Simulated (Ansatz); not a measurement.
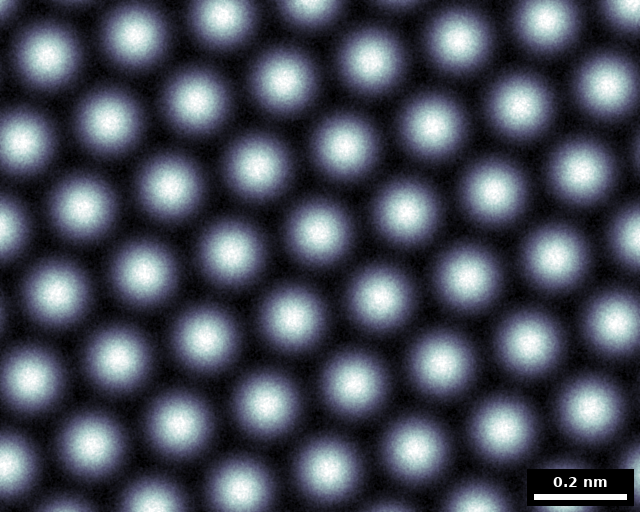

An image along [111] of one of the structures below (computed or model cells, partly hypothetical, each in its standard cell). The image is simulated as a sum over atoms of Z^1.7, blurred by a 0.92 Å probe (no channelling). The probe carries 15 % of its weight in a tail 2.5 times as wide. The display is stretched by a gamma of 0.8; percentages refer to the linear signal. Shot noise was added.

A. Fe
Space group Fd-3m:1 (No. 227). a = 4.812 Å, b = 4.812 Å, c = 4.812 Å, α = 90.00°, β = 90.00°, γ = 90.00°
```json
{"atom": "Fe", "site": "8b", "symmetry": "-43m", "x": "0.2500", "y": "0.2500", "z": "0.7500"}
```

B. Fe
Space group P6_3/mmc (No. 194). a = 2.451 Å, b = 2.451 Å, c = 7.889 Å, α = 90.00°, β = 90.00°, γ = 120.00°
| atom | site | symmetry | x | y | z |
| --- | --- | --- | --- | --- | --- |
| Fe | 2a | -3m. | 0.0000 | 0.0000 | 0.0000 |
| Fe | 2c | -6m2 | 0.3333 | 0.6667 | 0.2500 |

C. Ni
Space group Im-3m (No. 229). a = 2.756 Å, b = 2.756 Å, c = 2.756 Å, α = 90.00°, β = 90.00°, γ = 90.00°
| atom | site | symmetry | x | y | z |
| --- | --- | --- | --- | --- | --- |
| Ni | 2a | m-3m | 0.0000 | 0.0000 | 0.0000 |

D. Fe
Space group Pm-3n (No. 223). a = 4.586 Å, b = 4.586 Å, c = 4.586 Å, α = 90.00°, β = 90.00°, γ = 90.00°
| atom | site | symmetry | x | y | z |
| --- | --- | --- | --- | --- | --- |
| Fe | 2a | m-3. | 0.0000 | 0.0000 | 0.0000 |
| Fe | 6c | -4m.2 | 0.2500 | 0.0000 | 0.5000 |

Q: Which of them gives this image?

A, Fe. Along [111] the projected cells are A 1.96 × 1.96 Å, 120°; B 2.34 × 2.42 Å, 119°; C 2.25 × 2.25 Å, 120°; D 3.74 × 3.74 Å, 120°. The image repeats as A does.

Structure A: the geometry given to an electronic-structure calculation, possibly off equilibrium; the starting structure was generated, so it need not be a known form of this composition.
